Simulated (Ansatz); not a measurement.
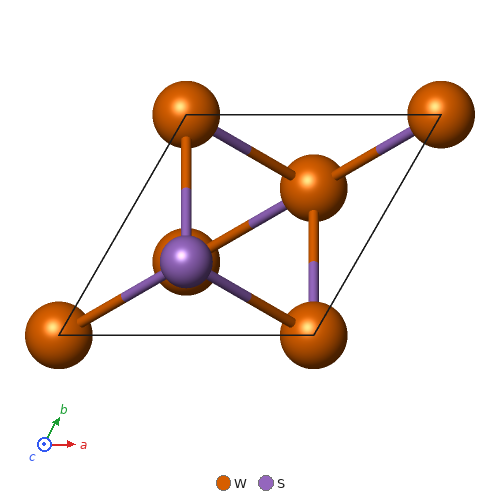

The system is WS₂ (R3m, No. 160; 9 atoms in the cell); the picture shows the reference structure. Gamma surface: rigid slide across a plane, one fault a cell; the plane is (0 0 −1) of the conventional cell, and the faces at the cut hold S and S. Places are given modulo a cell vector. The map is drawn in real space over the plane of the slide. Nothing is relaxed (rigid halves, spacing across the cut fixed). The scan uses a 6 × 6 grid; 10 points were computed and 26 follow by symmetry. Energies: meV/Å², counted from the lowest grid point. Method: Ansatz 0.2.0, DFT PBE+D3(BJ), scalar-relativistic, plane waves, PAW. Settings: cutoff 420 eV, k-mesh 10×10×2 in the order of the run's cell vectors, gaussian smearing 0.05 eV, no spin polarisation.

Its coordinates:

```xyz
9
Lattice="-1.5786 -2.7342 0.0000 1.5786 -2.7342 0.0000 0.0000 0.0000 18.1187" Properties=species:S:1:pos:R:3 pbc="T T T"
W     0.0000   -5.4684   15.1000
W     0.0000   -1.8228    3.0209
W     0.0000   -3.6456    9.0605
S     0.0000   -5.4684   10.6326
S     0.0000   -1.8228   16.6722
S     0.0000   -3.6456    4.5931
S     0.0000   -5.4684    7.4871
S     0.0000   -1.8228   13.5267
S     0.0000   -3.6456    1.4475
```

Range: slide along a1 from 0.000 to 0.833; slide along a2 from 0.000 to 0.833.

**What landscape does the calculation give?**

The lowest grid point is at (0/6, 0/6) of the cell vectors. There is a further well near (2/6, 2/6) of the cell vectors (0.09 meV/Å² above the lowest at that grid point). These are metastable stacking faults of the rigid slide. The highest grid point, (4/6, 4/6) of the cell vectors, lies 31.9 meV/Å² above the lowest. On the interpolated surface the easiest way out of the lowest well to the well at (2/6, 2/6) of the cell vectors passes a barrier of about 3 meV/Å². The gap on the k-mesh is 0.9 eV at the lowest point and runs from 0.8 to 0.9 eV over the map.

| slide along a2 ↓, slide along a1 → | 0/6 | 1/6 | 2/6 | 3/6 | 4/6 | 5/6 |
| --- | --- | --- | --- | --- | --- | --- |
| 5/6 | 3.0 | 3.0 | 13.0 | 24.0 | 24.0 | 13.0 |
| 4/6 | 9.6 | 3.0 | 9.6 | 24.0 | 31.9 | 24.0 |
| 3/6 | 13.1 | 3.1 | 3.1 | 13.1 | 24.0 | 24.0 |
| 2/6 | 9.6 | 3.1 | 0.1 | 3.1 | 9.6 | 13.0 |
| 1/6 | 3.0 | 3.0 | 3.1 | 3.1 | 3.0 | 3.0 |
| 0/6 | 0.0 | 3.0 | 9.6 | 13.1 | 9.6 | 3.0 |

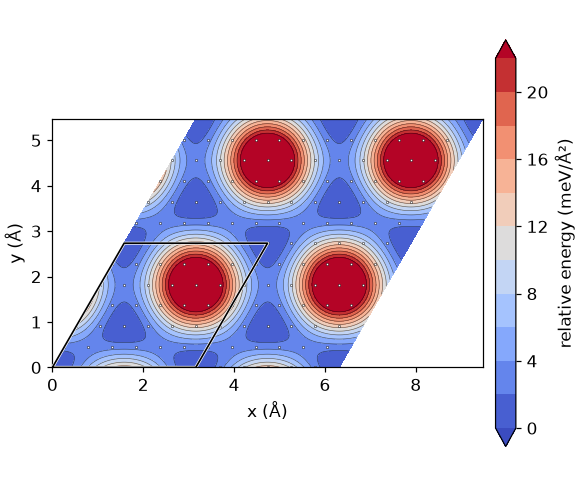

In the figure: filled contours, dots at the grid points, the outline of one cell of the 2 × 2 shown, one colour for all values above the top of the scale. Between grid points the surface is interpolated.

Each point was launched as `ansatz run input.yaml --threads 2 --pin off --max-ram 4096MiB --backend cpu --events-out ev --progress --plain --runs-dir out`. The whole map (10 points run) took 9 min on 2 threads of Arm Neoverse N1, with other jobs on the host.

PAW datasets: the set soft_1.
